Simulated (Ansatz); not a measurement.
**LiTa3O4: density, localisation and related maps**

```
Li Ta O
1.0
     2.98024    0.00000    0.00000
    -1.49012    2.58097    0.00000
     0.00000    0.00000   12.72017
Li Ta O
1 3 4
Direct
  0.00000 0.00000 0.75296
  0.00000 0.00000 0.27299
  0.33333 0.66667 0.00593
  0.33333 0.66667 0.54179
  0.00000 0.00000 0.90458
  0.00000 0.00000 0.43063
  0.33333 0.66667 0.68547
  0.33333 0.66667 0.16565
```

Space group P3m1; a structure from a database of computed crystals, not necessarily the ambient phase; a generated structure, not necessarily the stable one.

All numbers below come from Ansatz, DFT PBE, scalar-relativistic, plane waves, PAW.

The density is the valence pseudo-density of a PAW calculation; it isn't the true density close to the nuclei.

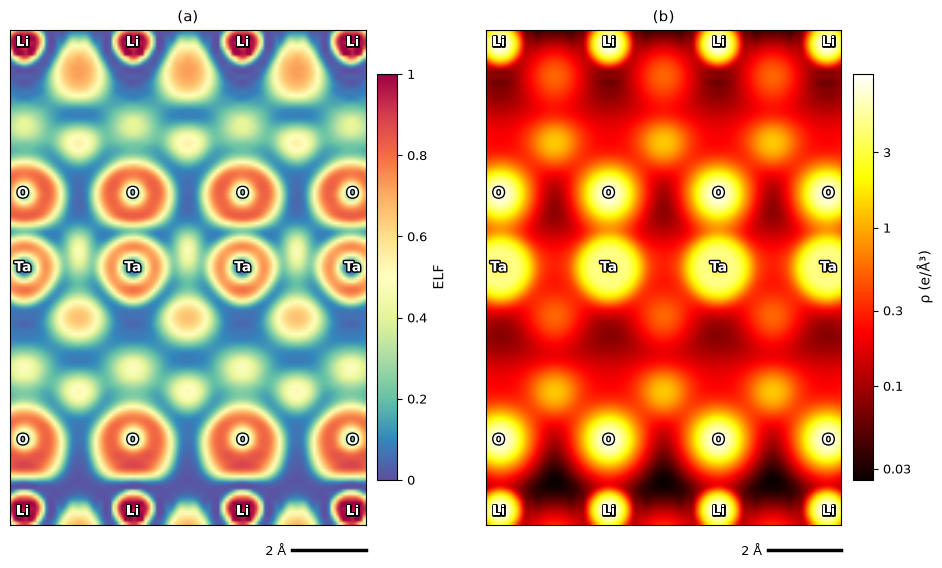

Figure 1. (a) ELF; (b) valence pseudo-density on the (100) plane of the conventional cell.

Question: Interpret the plot.

Answer: The plane passes through Li, Ta and O nuclei. Atoms just off the plane (Ta, 0.9 Å away and O, 0.9 Å away) can leave unmarked features too. Li–O (1.93 Å): ρ at the midpoint is about 0.39 e/Å³; the ELF peaks at about 0.90 in the valence shell of O, 0.7 Å from its nucleus, and is about 0.60 at the midpoint. Ta–Ta (2.98 Å): ρ is about 0.29 e/Å³ halfway; the ELF is about 0.35 at the midpoint. Ta–O (2.01 Å): ρ at the midpoint is about 0.87 e/Å³; the ELF peaks at about 0.85 in the valence shell of O, 0.6 Å from its nucleus, and drops to about 0.25 between the two atoms: no localised pair shows between them. Between the atoms the lowest density in this plane is 0.03 e/Å³. The features right at Li and Ta lie inside the PAW spheres, where the map follows smoothed inner orbitals and isn't to be read closely.

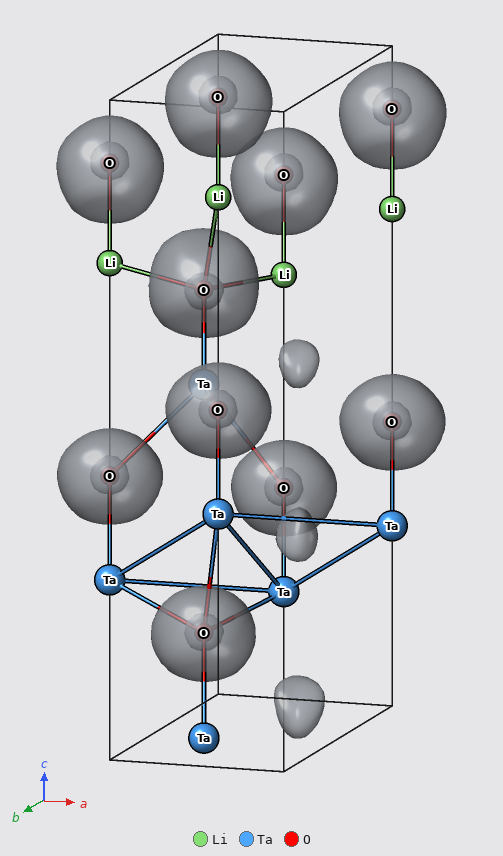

Figure 2. Isosurface of the ELF at 0.65 (grey), seen at an oblique angle. Core shells and regions of very low density are left out. Sticks mark near contacts.

Question: Where are the electrons localised?

Answer: The ELF exceeds this value in four regions wrapped around O (the valence shell of each) and three pockets between the atoms, centred on no nucleus (multi-centre or interstitial), counted in one cell of 8 atoms. Regions shared between cells count once. Along the contacts the grid gives the following. Ta–O (1.83 Å): the ELF peaks at about 0.80 in the valence shell of O, 0.5 Å from its nucleus, and drops to about 0.35 between the two atoms. Li–O (1.92 Å): the ELF peaks at about 0.85 in the valence shell of O, 0.6 Å from its nucleus, and is about 0.55 at the midpoint.

Question: Metal or insulator at this level of theory?

Answer: It is gapless in this calculation (a metal or semimetal); semilocal functionals without U, or without the true magnetic order, often close the gap of such compounds.
